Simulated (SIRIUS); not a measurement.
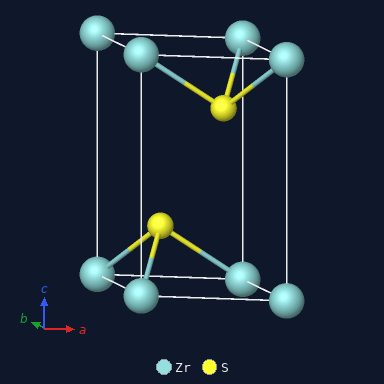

System: ZrS₂, space group P-3m1 (No. 164). The picture shows the conventional cell.

Structure:
```xyz
3
Lattice="3.6914 0.0000 0.0000 -1.8457 3.1968 0.0000 0.0000 0.0000 6.0411" Properties=species:S:1:pos:R:3 pbc="T T T"
Zr    0.0000    0.0000    0.0000
S     0.0000    2.1312    1.4372
S     1.8457    1.0656    4.6038
```

Method: all-electron LAPW DFT, no spin polarisation; energies at scaled volumes of the given cell, shape and fractions fixed, counted from the fit's minimum, third-order Birch-Murnaghan fit (SIRIUS 7.12.0). Level: PBE.

```
         setting                                                              value
          k mesh                                                              8×8×5
     occupations                                                        Fermi–Dirac
  smearing width                                                            0.05 eV
      potentials                                               all electron FP LAPW
program settings  basis apw+lo standard, gk cutoff 3.58 1/bohr, pw cutoff 20 1/bohr
```

Describe the result: the energy against volume. The volume takes the values 22.34, 22.81, 23.29, 23.76, 24.24, 24.71, 25.19 Å³/atom.

A third-order Birch–Murnaghan fit gives V0 = 23.90 Å³/atom, B0 = 87.6 GPa and B′ = 4.1. The energy is 31.14 meV/atom at volume 22.34 Å³/atom and 17.48 meV/atom at 25.19 Å³/atom; the lowest computed point is at volume 23.76 Å³/atom (0.19 meV/atom), in a single well.

```
volume (Å³/atom)  energy (meV/atom)
           22.34              31.14
           22.81              14.54
           23.29               4.41
           23.76               0.19
           24.24               1.32
           24.71               7.23
           25.19              17.48
```

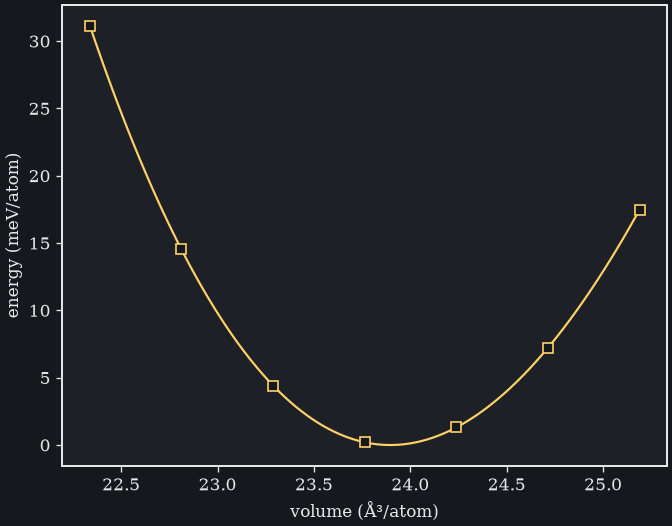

Keep in mind: shape and atomic fractions are frozen while scaling, which makes layered, chain and framework solids too stiff.
